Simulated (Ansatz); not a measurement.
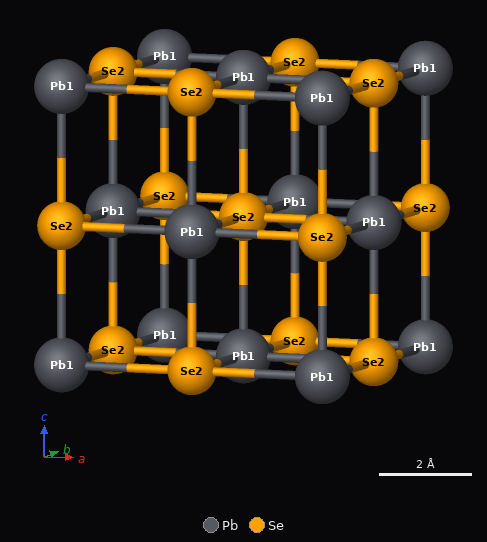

The structure (ball-and-stick view of the cell 4 times as large as that of the calculation, set on its symmetry axes, seen slightly off an axis; atoms are numbered from 1 in the order of the input). Near neighbours in the crystal (not all of them lie inside the picture): Pb has 6 Se at 3.05 Å; Se has 6 Pb at 3.05 Å.

# Two runs on PbSe

System: PbSe (2 atoms in the cell).
Method of run 1: DFT r2SCAN, scalar-relativistic, plane waves, PAW, no spin polarisation (Ansatz 0.2.0).

The structure derives from an entry of the Crystallography Open Database. Text and figures count atoms from 1; the logs count them from 0 in places.

**The input, run 1**
```yaml
crystal:
  lattice:
    - [0.0, 3.0515521252, 3.0515521252]
    - [3.0515521252, 0.0, 3.0515521252]
    - [3.0515521252, 3.0515521252, 0.0]
  atoms:
    - { symbol: Pb, position: [0.0, 0.0, 0.0] }
    - { symbol: Se, position: [0.5, 0.5, 0.5] }
basis:
  ecutwfc: 500
kpoints:
  mp_grid: { grid: [10, 10, 10] }
  band_path:
    path:
      - [0.0, 0.0, 0.0]
      - [0.5, 0.0, 0.5]
      - [0.625, 0.25, 0.625]
      - [0.375, 0.375, 0.75]
      - [0.5, 0.5, 0.5]
      - [0.5, 0.25, 0.75]
      - [0.0, 0.0, 0.5]
    npoints: 1
hamiltonian:
  xc: r2scan
scf:
  occupations: { method: gaussian, width: 0.01 }
  n_extra_bands: 4
output:
  forces: true
  stress: true
  eigenvalues: true
```

Command:
```bash
ansatz run input.yaml --threads 1 --pin off --max-ram 2560MiB --backend cpu --events-out ev --progress --plain --runs-dir out
```

Hardware: 1 thread of Intel Xeon @ 2.90GHz (Ice Lake), 192 GiB of memory available, shared host.

**Output, shortened to warnings, some set-up lines, iterations and results (run 1)**
```
Basis set: ecut = 500 eV, 1459 PW (Γ), exchange–correlation on 128×128×128 points (64 copies of the dense FFT grid, shifted against one another)
Symmetry: 48 space group operations
k-points: 47 of 1000
Initial density: superposition of atomic densities (neutral atoms: chi_scale 0, normalization atom), corrected by the library's trained network
[...]
SCF iter   1: F=—  HF=-17400.319144 eV  |F-HF|=—  |Δ(HF+E_count)|=         —  Δρ=6.23e-3  dr2=2.48e-2  dr2_τ=3.69e-3  ethr=1.77e-3  ⟨swp⟩=6.4  Hψ=4414  notcnv=0
SCF iter   2: F=—  HF=-17400.319525 eV  |F-HF|=—  |Δ(HF+E_count)|=   3.81e-4  Δρ=1.72e-3  dr2=1.11e-3  dr2_τ=2.77e-4  ethr=8.26e-5  ⟨swp⟩=2.1  Hψ=1933  notcnv=0
SCF iter   3: F=—  HF=-17400.319692 eV  |F-HF|=—  |Δ(HF+E_count)|=   1.67e-4  Δρ=6.80e-4  dr2=2.79e-4  dr2_τ=9.65e-6  ethr=3.70e-6  ⟨swp⟩=2.0  Hψ=1787  notcnv=0
SCF iter   4: F=—  HF=-17400.319717 eV  |F-HF|=—  |Δ(HF+E_count)|=   2.52e-5  Δρ=2.62e-4  dr2=2.51e-5  dr2_τ=1.82e-6  ethr=9.31e-7  ⟨swp⟩=2.0  Hψ=1299  notcnv=0
SCF iter   5: F=—  HF=-17400.319725 eV  |F-HF|=—  |Δ(HF+E_count)|=   8.39e-6  Δρ=4.79e-5  dr2=6.61e-7  dr2_τ=2.10e-8  ethr=8.38e-8  ⟨swp⟩=2.5  Hψ=1252  notcnv=0
SCF iter   6: F=-17400.319726 eV  HF=-17400.319726 eV  |F-HF|=3.27e-8  |Δ(HF+E_count)|=   2.60e-7  Δρ=1.50e-5  dr2=5.95e-8  dr2_τ=2.28e-9  ethr=3.33e-10  ⟨swp⟩=5.7  Hψ=4126  …
SCF 1 converged in 6 iterations: F = -17400.319726 eV  dr2 = 5.95e-8
NSCF: frozen V_eff on 7 k-points
SCF converged after 6 iterations
Free energy (F): -17400.319726 eV
Harris-Foulkes:  -17400.319726 eV  (|F-HF|=3.27e-8)
Internal energy: -17400.319726 eV  (E = F + TS)
E sigma→0 (E₀):  -17400.319726 eV
Fermi energy:    9.320608 eV
--- Per-component energies (eV) ---
  E_band       = -442.969625
  E_kinetic    = 406.289980
  E_local      = -3516.884493  (includes V_loc(G=0)·N_el)
  E_nonlocal   = -244.752961
  E_hartree    = 1640.391230
  E_xc         = -307.757687
  E_vxc        = -252.066933  (∫ρ·V_xc dr)
  E_paw        = -12356.120008  (= ΣΔE_a)
  E_vpaw       = -131.999185  (= ΣTr[D̂ρ^β])
  E_aug_tail   = -0.000179  (compensation charges beyond the density's cutoff)
  E_vtau       = 15.664590  (kinetic-family band-sum trace: ∫τ·v_τ [+ j·A + Jᵃ·Aᵃ] dr)
  E_ewald      = -3020.686340
  E_core_change = -0.799268  (= ΣΔE_core)
  E_smearing   = -0.000000  (= −TS)
  E_closure    = 0.000000  (closes the sum)
  Σ components = -17400.319726   (vs F -17400.319726, Δ=0.00e0)
--- Forces (eV/Å), atoms counted from 1 ---
  atom   1  Pb    -0.00000000     0.00000000     0.00000000
  atom   2  Se     0.00000000    -0.00000000    -0.00000000
  max |Σ_I F_I| component: 2.04e-30 eV/Å
--- Stress (GPa, compression-positive) ---
        2.039961      -0.000000       0.000000
        0.000000       2.039961      -0.000000
       -0.000000      -0.000000       2.039961
  P = ⅓ Tr σ = 2.0400 GPa (20.400 kbar)
```

For run 2 the input was changed thus:
```diff
-  ecutwfc: 500
+  ecutwfc: 420
-  xc: r2scan
+  xc: pbesol
+  write_density: true
+  write_potential: true
+  elf: true
+  volumetric_format: npy
```

How does run 2 compare with run 1?

The total energies belong to different methods, so their difference says nothing on which is more stable or more accurate. The gap on the mesh goes from 0.54 to 0.17 eV. The pressure goes from 2.04 to 0.00 GPa. The functional changes from r2SCAN to PBEsol. The number of SCF iterations is the same. The plane waves at Γ go from 1459 to 1139. On the same kind of shared host run 2 took about 0.49 times as long.

**Output, shortened to warnings, some set-up lines, iterations and results (run 2)**
```
Basis set: ecut = 420 eV, 1139 PW (Γ), exchange–correlation on 60×60×60 points (8 copies of the dense FFT grid, shifted against one another)
Symmetry: 48 space group operations
k-points: 47 of 1000
Initial density: superposition of atomic densities (neutral atoms: chi_scale 0, normalization atom), corrected by the library's trained network
[...]
SCF iter   1: F=—  HF=-17180.217751 eV  |F-HF|=—  |Δ(HF+E_count)|=         —  Δρ=2.37e-3  dr2=5.97e-3  ethr=1.77e-3  ⟨swp⟩=6.3  Hψ=4309  notcnv=0
SCF iter   2: F=—  HF=-17180.215214 eV  |F-HF|=—  |Δ(HF+E_count)|=   2.54e-3  Δρ=1.10e-3  dr2=7.69e-4  ethr=1.99e-5  ⟨swp⟩=2.8  Hψ=1781  notcnv=0
SCF iter   3: F=—  HF=-17180.214991 eV  |F-HF|=—  |Δ(HF+E_count)|=   2.23e-4  Δρ=3.44e-4  dr2=4.85e-5  ethr=2.56e-6  ⟨swp⟩=3.0  Hψ=1744  notcnv=0
SCF iter   4: F=—  HF=-17180.215000 eV  |F-HF|=—  |Δ(HF+E_count)|=   8.42e-6  Δρ=1.19e-4  dr2=3.79e-6  ethr=1.62e-7  ⟨swp⟩=2.8  Hψ=1599  notcnv=0
SCF iter   5: F=—  HF=-17180.215002 eV  |F-HF|=—  |Δ(HF+E_count)|=   2.84e-6  Δρ=2.29e-5  dr2=2.60e-7  ethr=1.26e-8  ⟨swp⟩=2.0  Hψ=1590  notcnv=0
SCF iter   6: F=-17180.215002 eV  HF=-17180.215002 eV  |F-HF|=1.58e-8  |Δ(HF+E_count)|=   2.13e-7  Δρ=4.88e-6  dr2=1.15e-8  ethr=3.33e-10  ⟨swp⟩=9.0  Hψ=6432  notcnv=0
SCF 1 converged in 6 iterations: F = -17180.215002 eV  dr2 = 1.15e-8
  Residual-converged pass: ⟨swp⟩=1.0  Hψ=1081  notcnv=0  max |occ|·‖R‖ = 7.0e-9 eV (tolerance 1.0e-8 eV)  dr2=1.15e-8  dr2_onsite=1.22e-8  max |Δocc| = 2.1e-40
NSCF: frozen V_eff on 7 k-points
SCF converged after 6 iterations
Free energy (F): -17180.215002 eV
Harris-Foulkes:  -17180.215002 eV  (|F-HF|=1.58e-8)
Internal energy: -17180.215002 eV  (E = F + TS)
E sigma→0 (E₀):  -17180.215002 eV
Fermi energy:    9.109615 eV
--- Per-component energies (eV) ---
  E_band       = -426.353877
  E_kinetic    = 406.222072
  E_local      = -3516.989054  (includes V_loc(G=0)·N_el)
  E_nonlocal   = -240.728212
  E_hartree    = 1635.288415
  E_xc         = -322.986465
  E_vxc        = -231.491373  (∫ρ·V_xc dr)
  E_paw        = -12121.405467  (= ΣΔE_a)
  E_vpaw       = -113.949532  (= ΣTr[D̂ρ^β])
  E_aug_tail   = -0.000518  (compensation charges beyond the density's cutoff)
  E_ewald      = -3020.686340
  E_core_change = 1.070567  (= ΣΔE_core)
  E_smearing   = -0.000000  (= −TS)
  E_closure    = 0.000000  (closes the sum)
  Σ components = -17180.215002   (vs F -17180.215002, Δ=0.00e0)
--- Forces (eV/Å), atoms counted from 1 ---
  atom   1  Pb    -0.00000000     0.00000000    -0.00000000
  atom   2  Se     0.00000000    -0.00000000     0.00000000
  max |Σ_I F_I| component: 1.87e-30 eV/Å
--- Stress (GPa, compression-positive) ---
       -0.003974      -0.000000       0.000000
        0.000000      -0.003974      -0.000000
        0.000000      -0.000000      -0.003974
  P = ⅓ Tr σ = -0.0040 GPa (-0.040 kbar)
```

**The two runs side by side**

```tsv
quantity	run 1	run 2
outcome	converged	converged
free energy per atom (eV)	−8700.1599	−8590.1075
gap on the mesh (eV)	0.54	0.17
pressure (GPa)	2.04	0.00
largest force (eV/Å)	0.000	0.000
SCF iterations	6	6
irreducible k-points	47	47
plane waves at Γ	1459	1139
wall time (shared host)	6.9 s	3.4 s
```

For both runs: Spin–orbit coupling is left out, which matters for Pb.
